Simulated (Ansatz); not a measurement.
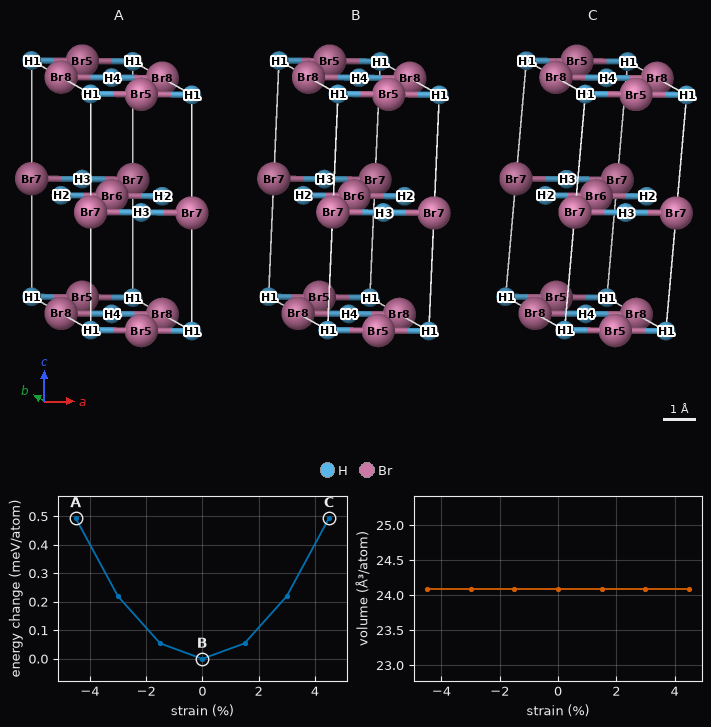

Members of a series of calculations on crystalline HBr (set up in Fmmm), marked on the first curve. The picture is a ball-and-stick view of the cell of the calculation, seen slightly off an axis.

Level of theory: DFT r2SCAN, scalar-relativistic, plane waves, PAW (Ansatz 0.2.0). Settings: plane-wave cutoff 500 eV; k-point mesh 8 × 4 × 4; occupations gaussian; smearing width 0.02 eV; no spin polarisation.

Q: Which kind of strain is it, and how does the structure respond?

A: Shear of c along a, cell held, atoms relaxed. A (strain −4.5 %): energy change 0.5 meV/atom, volume 24.10 Å³ per atom. B (strain 0.0 %): energy change 0.0 meV/atom, volume 24.10 Å³ per atom. C (strain 4.5 %): energy change 0.5 meV/atom, volume 24.10 Å³ per atom. The rest compares A with C. The drawn cell changes at constant volume: a unchanged at 3.337 Å, b unchanged at 7.594 Å, c unchanged at 7.614 Å, β 92.6° → 87.4°. 
